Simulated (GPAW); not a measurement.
## KCl (Sylvite): G0W0 on several meshes in GPAW

How does the mesh move the gap of KCl (Sylvite)?

Main program and level: GPAW 26.7.0; PBE and many-body steps on it, plane waves.

## (1) The structure

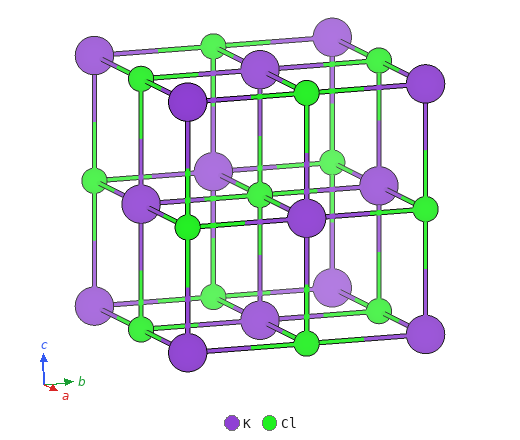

The starting structure, seen slightly off an axis (potassium purple, chlorine green). This picture shows the conventional cell, with its axes. Some periodic images of atoms are drawn too.

Structure file:

```cif
data_structure
_symmetry_space_group_name_H-M 'Fm-3m'
_symmetry_Int_Tables_number 225
_cell_length_a 6.2929
_cell_length_b 6.2929
_cell_length_c 6.2929
_cell_angle_alpha 90.000
_cell_angle_beta 90.000
_cell_angle_gamma 90.000
_cell_volume 249.21
loop_
_atom_site_label
_atom_site_type_symbol
_atom_site_symmetry_multiplicity
_atom_site_Wyckoff_symbol
_atom_site_fract_x
_atom_site_fract_y
_atom_site_fract_z
_atom_site_occupancy
K1 K 4 a 0.00000 0.00000 0.00000 1
Cl1 Cl 4 b 0.50000 0.00000 0.00000 1
```

The cell and positions come from the Crystallography Open Database and are kept as given unless a step says otherwise.

## (2) Empty states on the mesh, 4×4×4 mesh, 745 bands

This step: GPAW 26.7.0; DFT, PBE, plane waves, PAW.

The sums over transitions need many empty states on a uniform mesh; this step solves for them.

run.py

```python
import json
import numpy as np
from gpaw.mpi import world
from gpaw import GPAW

calc = GPAW('gs.gpw').fixed_density(kpts={'size': (4, 4, 4), 'gamma': True},
    parallel={'domain': 1, 'band': 1},
    txt='nscf.txt')
calc.diagonalize_full_hamiltonian(nbands=745)
calc.write('full.gpw', mode='all')
res = {}
kpts = calc.get_ibz_k_points()
res['kpts'] = kpts
res['eigenvalues'] = [calc.get_eigenvalues(kpt=k) for k in range(len(kpts))]
res['n_electrons'] = calc.get_number_of_electrons()

if world.rank == 0:
    with open('result.json', 'w') as f:
        json.dump(res, f, default=lambda x: x.tolist())
```

Run with:

```bash
> mpirun -n 4 gpaw python run.py
```

Numbers of over 12 decimals in the logs are rounded to 6 here.

Log:

```text
Diagonalizing LCAO Hamiltonian
Converting LCAO to pw mode
convergence criteria:
- Maximum integral of absolute [eigenst]ate change: 4e-08 eV^2 / valence electron
maximum number of iterations: 100

SCF iterations
|iter     |     time |      energy | eigst |  dens |
|iter:   1|  |             | +1.70 |       |
|iter:   2|  |             | +0.77 |       |
|iter:   3|  |             | -0.09 |       |
[...]
|iter:  28|  |             | -7.15 |       |
|iter:  29|  |             | -7.31 |       |
|iter:  30|  |             | -7.48c|       |
SCF steps: 30
  __  _  _
 | _ |_)|_||  |
 |__||  | ||/\| - 26.7.0

Input parameters:
  mode=PW(ecut=450.000000),
  convergence={'density': 1e-06, 'bands': -3},
  gpts=array([24, 24, 24]),
  kpts=MonkhorstPack(size=(4, 4, 4), gamma=True),
  maxiter=100,
  nbands=15,
  occupations=Occupations(name='fermi-dirac', width=0.001, fixmagmom=False),
  parallel={'domain': 1, 'band': 1},
  xc=XC(name='PBE')
Matrix size: 1363x1363
# Writing to full.gpw (mode='all')
  [... matrices ...]

timing:  # [seconds]
  Total: 7.671  # ━━━━━━━━━━━━━━━━━━━━━━━━━━━━━━━━━━━━━━━━━━━━━━━━━━━━━━━━━━━
```

Run time: 13 s. Hardware: 4 MPI ranks of Arm Neoverse V1, shared host; peak memory 1.3 GiB.

This step gave:

* gap: 5.194 eV
* k of the valence top: 0, 0, 0
* k of the conduction bottom: 0, 0, 0
* least direct gap: 5.194 eV
* k points computed: 8
* lowest point of the top converged band, above the valence top: 294.7274 eV

On this mesh the gap is 5.194 eV.

## (3) 4×4×4

Now the one-shot GW correction: screening in the RPA, then the self-energy of the levels asked for.

This step: G0W0 on PBE, plane waves, PAW.

run.py

```python
import json
import numpy as np
from gpaw.mpi import world
from gpaw.response.g0w0 import G0W0

gw = G0W0('full.gpw',
    filename='gw',
    kpts=[0],
    bands=(6, 10),
    ecut=90,
    nbands=120,
    integrate_gamma='WS',
    ppa=True)
gw.calculate()
res = {mode: {k: v for k, v in r.items() if k != 'sigma_eskwn'}
       for mode, r in gw.all_results.items()}

if world.rank == 0:
    with open('result.json', 'w') as f:
        json.dump(res, f, default=lambda x: x.tolist())
```

Run with:

```bash
> mpirun -n 4 gpaw python run.py
```

Log:

```text
Using integrator: PointIntegrator
FrequencyGridDescriptor(from 0.000+0.000j to 0.000+27.211j eV, 2 points)
Nonperiodic BCs:  [False False False]
Using integrator: PointIntegrator
FrequencyGridDescriptor(from 0.000+0.000j to 0.000+27.211j eV, 2 points)
Nonperiodic BCs:  [False False False]
  ___  _ _ _
 |   || | | |
 | | || | | |
 |__ ||_____|
 |___|

BZ k-points: Symmetries present (total): 48

  [... matrices ...]
64 k-points: 4 x 4 x 4 Monkhorst-Pack grid + [1/8,1/8,1/8]
8 k-points in the irreducible part of the Brillouin zone
       k-points in crystal coordinates                weights
   0:     0.00000000    0.00000000    0.00000000          1/64
   1:     0.25000000    0.25000000    0.00000000          6/64
   2:     0.25000000    0.25000000    0.25000000          8/64
   3:     0.50000000    0.25000000   -0.25000000          6/64
   4:     0.50000000    0.25000000    0.25000000         12/64
   5:     0.50000000    0.50000000    0.00000000          3/64
   6:     0.50000000    0.50000000    0.25000000         24/64
   7:     0.50000000    0.50000000    0.50000000          4/64

Distributing spins, k-points and bands (1 x 1 x 4) over 4 processes
Number of blocks: 1

Quasi particle states:
k-points (IBZ indices): [0]
Band range: (6, 10)
  [... matrices ...]
Computational parameters:
Plane wave cut-off: 90 eV
Number of bands: 120
Coulomb cutoff: None
Broadening: 0.1 eV

fxc modes: GW
Kernel: RPA
Using Godby-Needs plasmon-pole approximation:
  Fitting energy: i*E0, E0 = 1.000 Hartree
Summing all q:

Calculating screened Coulomb potential
No Coulomb truncation
FrequencyGridDescriptor(from 0.000+0.000j to 0.000+27.211j eV, 2 points)
Removing empty qpoint cache files...

Calculating chi0 body with:
    Ground state adapter containing:
    Number of spins: 1
    Number of kpoints: 64
    Number of irreducible kpoints: 8
    Number of completely occupied states: 8
    Number of partially occupied states: 8
    Occupied states memory: 1.6875 M / cpu

    Linear response parametrization:
    q_c: [0.0, 0.0, 0.0]
    Number of frequency points: 2
    Planewave cutoff: 90.0
    Number of bands: 120
    Number of planewaves: 113
    Broadening (eta): 1e-06
    comm.size: 4
    kncomm.size: 4
    blockcomm.size: 1

    Memory estimate of potentially large arrays:
        chi0_wGG: 0.389679 M / cpu
Integrating chi0 body.

Symmetries of q_c:
    Direct symmetries (Uq -> q): 48
    Indirect symmetries (TUq -> q): 0
In total 48 allowed symmetries.

  [... matrices ...]
8 groups of equivalent kpoints. 87.5% reduction.

Integral kind: response function
Integrating chi0 head and wings.

Symmetries of q_c:
    Direct symmetries (Uq -> q): 48
    Indirect symmetries (TUq -> q): 0
In total 48 allowed symmetries.

  [... matrices ...]
8 groups of equivalent kpoints. 87.5% reduction.

Integral kind: response function wings

Calculating chi0 body with:
    Ground state adapter containing:
    Number of spins: 1
    Number of kpoints: 64
    Number of irreducible kpoints: 8
    Number of completely occupied states: 8
    Number of partially occupied states: 8
    Occupied states memory: 1.6875 M / cpu

    Linear response parametrization:
[... the further q-points ...]

Results:
f:      Occupation numbers
eps:     KS-eigenvalues [eV]
vxc:     KS vxc [eV]
exx:     Exact exchange [eV]
sigma:   Self-energies [eV]
dsigma:  Self-energy derivatives
Z:       Renormalization factors
qp:      QP-energies [eV]

k-point 0 (0): (0.000, 0.000, 0.000)                GW
band       f     eps     vxc     exx   sigma  dsigma       Z      qp
                                                                   GW
   6   1.000  -0.329 -16.355 -20.768   2.070  -0.221   0.819  -2.248
   7   1.000  -0.329 -16.355 -20.768   2.070  -0.221   0.819  -2.248
   8   0.000   4.865  -7.907  -4.229  -2.852  -0.136   0.880   5.592
   9   0.000   8.030  -9.268  -4.312  -2.971  -0.141   0.877   9.770
```

Run time: 26 s. Hardware: 4 MPI ranks; peak memory 1.2 GiB; 1.7 min of CPU time.

Numbers from this step:

```yaml
g0w0_gap_on_the_points_computed: 7.840 eV
least_direct_g0w0_gap_on_the_computed_points: 7.840 eV
z_at_the_valence_top: 0.8193
z_at_the_conduction_bottom: 0.8799
starting_gap_on_the_mesh: 5.194 eV
k_of_the_valence_top: 0, 0, 0
k_of_the_conduction_bottom: 0, 0, 0
```

The gap on the mesh goes from 5.19 eV to 7.84 eV, a correction of +2.65 eV.

## (4) Empty states on the mesh, 6×6×6 mesh, 130 bands

This step: DFT, PBE, plane waves, PAW.

run.py

```python
import json
import numpy as np
from gpaw.mpi import world
from gpaw import GPAW

calc = GPAW('gs.gpw').fixed_density(kpts={'size': (6, 6, 6), 'gamma': True},
    parallel={'domain': 1, 'band': 1},
    txt='nscf.txt')
calc.diagonalize_full_hamiltonian(nbands=130)
calc.write('full.gpw', mode='all')
res = {}
kpts = calc.get_ibz_k_points()
res['kpts'] = kpts
res['eigenvalues'] = [calc.get_eigenvalues(kpt=k) for k in range(len(kpts))]
res['n_electrons'] = calc.get_number_of_electrons()

if world.rank == 0:
    with open('result.json', 'w') as f:
        json.dump(res, f, default=lambda x: x.tolist())
```

Run with:

```bash
> mpirun -n 4 gpaw python run.py
```

Log:

```text
Diagonalizing LCAO Hamiltonian
Converting LCAO to pw mode
convergence criteria:
- Maximum integral of absolute [eigenst]ate change: 4e-08 eV^2 / valence electron
maximum number of iterations: 100

SCF iterations
|iter     |     time |      energy | eigst |  dens |
|iter:   1|  |             | +1.70 |       |
|iter:   2|  |             | +0.77 |       |
|iter:   3|  |             | -0.06 |       |
[...]
|iter:  25|  |             | -7.13 |       |
|iter:  26|  |             | -7.35 |       |
|iter:  27|  |             | -7.53c|       |
SCF steps: 27
  __  _  _
 | _ |_)|_||  |
 |__||  | ||/\| - 26.7.0

Input parameters:
  mode=PW(ecut=450.000000),
  convergence={'density': 1e-06, 'bands': -3},
  gpts=array([24, 24, 24]),
  kpts=MonkhorstPack(size=(6, 6, 6), gamma=True),
  maxiter=100,
  nbands=15,
  occupations=Occupations(name='fermi-dirac', width=0.001, fixmagmom=False),
  parallel={'domain': 1, 'band': 1},
  xc=XC(name='PBE')
Matrix size: 1363x1363
# Writing to full.gpw (mode='all')
  [... matrices ...]

timing:  # [seconds]
  Total: 11.421  # ━━━━━━━━━━━━━━━━━━━━━━━━━━━━━━━━━━━━━━━━━━━━━━━━━━━━━━━━━━
```

Elapsed: 18 s, on 4 MPI ranks; peak memory 1.4 GiB; 72 s of CPU time.

This step gave:

| Item | Value |
| --- | --- |
| gap | 5.194 eV |
| k of the valence top | 0, 0, 0 |
| k of the conduction bottom | 0, 0, 0 |
| least direct gap | 5.194 eV |
| k points computed | 16 |
| lowest point of the top converged band, above the valence top | 84.1757 eV |

On this mesh the gap is 5.194 eV.

## (5) 6×6×6

This step: G0W0 on PBE, plane waves, PAW.

run.py

```python
import json
import numpy as np
from gpaw.mpi import world
from gpaw.response.g0w0 import G0W0

gw = G0W0('full.gpw',
    filename='gw',
    kpts=[0],
    bands=(6, 10),
    ecut=90,
    nbands=120,
    integrate_gamma='WS',
    ppa=True)
gw.calculate()
res = {mode: {k: v for k, v in r.items() if k != 'sigma_eskwn'}
       for mode, r in gw.all_results.items()}

if world.rank == 0:
    with open('result.json', 'w') as f:
        json.dump(res, f, default=lambda x: x.tolist())
```

Run with:

```bash
> mpirun -n 4 gpaw python run.py
```

Log:

```text
Using integrator: PointIntegrator
FrequencyGridDescriptor(from 0.000+0.000j to 0.000+27.211j eV, 2 points)
Nonperiodic BCs:  [False False False]
Using integrator: PointIntegrator
FrequencyGridDescriptor(from 0.000+0.000j to 0.000+27.211j eV, 2 points)
Nonperiodic BCs:  [False False False]
  ___  _ _ _
 |   || | | |
 | | || | | |
 |__ ||_____|
 |___|

BZ k-points: Symmetries present (total): 48

  [... matrices ...]
216 k-points: 6 x 6 x 6 Monkhorst-Pack grid + [1/12,1/12,1/12]
16 k-points in the irreducible part of the Brillouin zone
       k-points in crystal coordinates                weights
   0:     0.00000000    0.00000000    0.00000000          1/216
   1:     0.16666667    0.16666667    0.00000000          6/216
   2:     0.16666667    0.16666667    0.16666667          8/216
[...]
9:     0.50000000    0.33333333   -0.16666667         12/216
          ...
  15:     0.50000000    0.50000000    0.50000000          4/216

Distributing spins, k-points and bands (1 x 1 x 4) over 4 processes
Number of blocks: 1

Quasi particle states:
k-points (IBZ indices): [0]
Band range: (6, 10)
  [... matrices ...]
Computational parameters:
Plane wave cut-off: 90 eV
Number of bands: 120
Coulomb cutoff: None
Broadening: 0.1 eV

fxc modes: GW
Kernel: RPA
Using Godby-Needs plasmon-pole approximation:
  Fitting energy: i*E0, E0 = 1.000 Hartree
Summing all q:

Calculating screened Coulomb potential
No Coulomb truncation
FrequencyGridDescriptor(from 0.000+0.000j to 0.000+27.211j eV, 2 points)
Removing empty qpoint cache files...

Calculating chi0 body with:
    Ground state adapter containing:
    Number of spins: 1
    Number of kpoints: 216
    Number of irreducible kpoints: 16
    Number of completely occupied states: 8
    Number of partially occupied states: 8
    Occupied states memory: 1.6875 M / cpu

    Linear response parametrization:
    q_c: [1.3877787807814457e-17, 1.3877787807814457e-17, 1.3877787807814457e-17]
    Number of frequency points: 2
    Planewave cutoff: 90.0
    Number of bands: 120
    Number of planewaves: 113
    Broadening (eta): 1e-06
    comm.size: 4
    kncomm.size: 4
    blockcomm.size: 1

    Memory estimate of potentially large arrays:
        chi0_wGG: 0.389679 M / cpu
Integrating chi0 body.

Symmetries of q_c:
    Direct symmetries (Uq -> q): 48
    Indirect symmetries (TUq -> q): 0
In total 48 allowed symmetries.

  [... matrices ...]
16 groups of equivalent kpoints. 92.592593% reduction.

Integral kind: response function
Integrating chi0 head and wings.

Symmetries of q_c:
    Direct symmetries (Uq -> q): 48
    Indirect symmetries (TUq -> q): 0
In total 48 allowed symmetries.

  [... matrices ...]
16 groups of equivalent kpoints. 92.592593% reduction.

Integral kind: response function wings

Calculating chi0 body with:
    Ground state adapter containing:
    Number of spins: 1
    Number of kpoints: 216
    Number of irreducible kpoints: 16
    Number of completely occupied states: 8
    Number of partially occupied states: 8
[... the further q-points ...]

Results:
f:      Occupation numbers
eps:     KS-eigenvalues [eV]
vxc:     KS vxc [eV]
exx:     Exact exchange [eV]
sigma:   Self-energies [eV]
dsigma:  Self-energy derivatives
Z:       Renormalization factors
qp:      QP-energies [eV]

k-point 0 (0): (0.000, 0.000, 0.000)                GW
band       f     eps     vxc     exx   sigma  dsigma       Z      qp
                                                                   GW
   6   1.000  -0.329 -16.355 -20.764   2.069  -0.221   0.819  -2.244
   7   1.000  -0.329 -16.355 -20.764   2.069  -0.221   0.819  -2.244
   8   0.000   4.865  -7.907  -4.236  -2.847  -0.136   0.880   5.589
   9   0.000   8.030  -9.268  -4.313  -2.971  -0.141   0.876   9.769
```

It took 1.9 min on 4 MPI ranks; peak memory 1.4 GiB; 7.6 min of CPU time.

Numbers from this step:

- G0W0 gap on the points computed: 7.834 eV
- least direct G0W0 gap on the computed points: 7.834 eV
- Z at the valence top: 0.8187
- Z at the conduction bottom: 0.8801
- starting gap on the mesh: 5.194 eV
- k of the valence top: 0, 0, 0
- k of the conduction bottom: 0, 0, 0

Against G0W0 in GPAW (4×4×4 mesh, 120 bands, screening to 90 eV, Godby-Needs plasmon pole), the gap moves by −0.006 eV.

## (6) The runs together

Times are wall times on 4 MPI ranks of Arm Neoverse V1, shared host, good to a factor of about two.

```tsv
run	mesh	bands	screening cutoff (eV)	DFT gap (eV)	gap on the mesh (eV)	direct (eV)	time
4×4×4	4×4×4	120	90	5.194	7.840	7.840	26 s
6×6×6	6×6×6	120	90	5.194	7.834	7.834	1.9 min
```

## (7) What came out

```yaml
4x4x4: 7.840 eV
6x6x6: 7.834 eV
known_limits: not at the basis limit
```

6×6×6: −0.006 eV against 4×4×4. Bands and cutoff are finite, so the gap is not at the basis limit. The miss can reach some tenths of an eV and take either sign; the mesh is an error of its own. These stock PAW sets were not made for GW. In the G0W0 runs levels were corrected at 1 k point alone, so a gap called «on the mesh» is the least over those, and an edge elsewhere would be missed.

[Paths, hosts, dates, memory and timing lines, banners, echoed tables and standing remarks are left out of the program output.]

[Logs are printed without paths, hosts, clocks, repeated set-up lines and the standing remarks that a program may print on its own settings, such as how far it seeks lower states.]

[Runs of the session that timed out or met a known fault of the program may be left out.]

[Hosts, paths, dates, database ids (printed as entryN), source tags and the programs' standing remarks are cut or masked in the printed files.]
